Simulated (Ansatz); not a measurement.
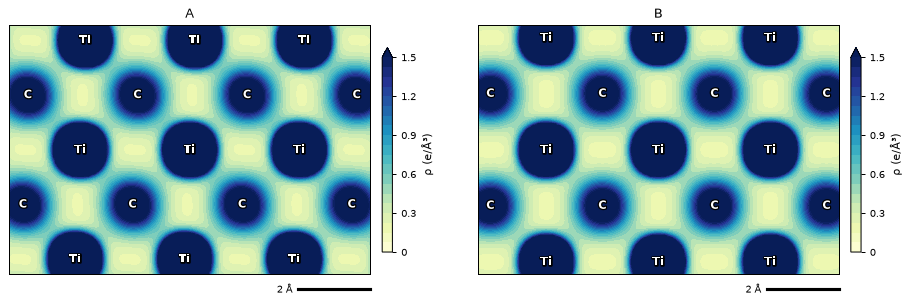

TiC. The valence pseudo-density of two cells that differ in size and shape, on the (011) plane of each (indices in the axes of the calculation cell), at one length scale and on one colour scale: B has 10.6 Å³ an atom and A 9.7.

Computed with DFT r2SCAN, scalar-relativistic, plane waves, PAW in Ansatz 0.2.0.

In a PAW calculation such maps are meaningful between the atoms, not at the nuclei.

The larger cell:

```
Ti C
1.0
     0.00000    2.19646    2.19646
     2.19646    0.00000    2.19646
     2.19646    2.19646    0.00000
Ti C
1 1
Direct
  0.00000 0.00000 0.00000
  0.50000 0.50000 0.50000
```

The smaller cell: a = 3.038 Å, b = 3.038 Å, c = 2.969 Å, α = 60.76°, β = 60.76°, γ = 58.49°.

**What does the compression do to the bonding and the properties?**

From the larger cell to the smaller, Ti–C goes from 2.20 to 2.10 Å, and the density at its midpoint from 0.49 to 0.59 e/Å³; the pressure goes from −11 to 14 GPa.
